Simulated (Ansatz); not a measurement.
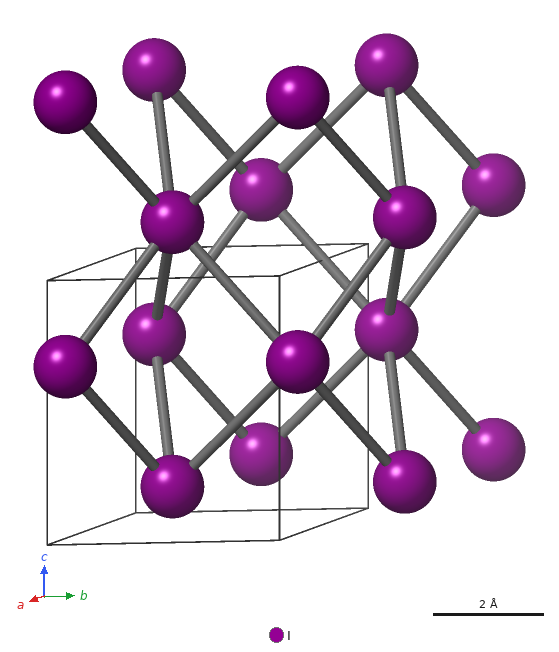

This is solid I (a generated structure, set up in P6_3/mmc). Style: ball-and-stick. Shown: the cell of the calculation, repeated 2 × 2 × 2 with one cell outlined, slightly off an axis.

Theory: DFT, PBE, PAW with Ansatz's default frozen-core files, scalar-relativistic (Ansatz 0.2.0). Set-up: plane-wave cutoff 420 eV; k-point mesh 15 × 15 × 8; occupations fermi dirac; smearing width 0.05 eV; no spin polarisation.

Change: All lengths are scaled by −0.7 % (volume −2.0 %), the atoms keeping their fractional coordinates. No relaxation follows.

Input
```yaml
crystal:
  lattice:
    - [4.2539388363, 0.0, 0.0]
    - [-2.1269694182, 3.6840190984, 0.0]
    - [0.0, 0.0, 4.8500964084]
  atoms:
    - { symbol: I, position: [0.3333333333, 0.6666666667, 0.25] }
    - { symbol: I, position: [0.6666666667, 0.3333333333, 0.75] }
kpoints:
  mp_grid: { grid: [15, 15, 8] }
scf:
  occupations: { method: fermi_dirac, width: 0.05 }
hamiltonian:
  xc: pbe
  pseudopotentials: { kind: paw }
output:
  forces: true
  stress: true
  eigenvalues: true
  efg: { contact_densities: true }
```

Q: Predict the response.

A: Some distances before and after: I–I 3.475 → 3.452 Å. The space group stays P6_3/mmc (No. 194). Energy change: +1.0 meV per atom. The pressure goes from 0.0 to 0.5 GPa. The principal stresses (compression positive) are 0.7 GPa along c and 0.4 GPa across it. All forces vanish by symmetry.
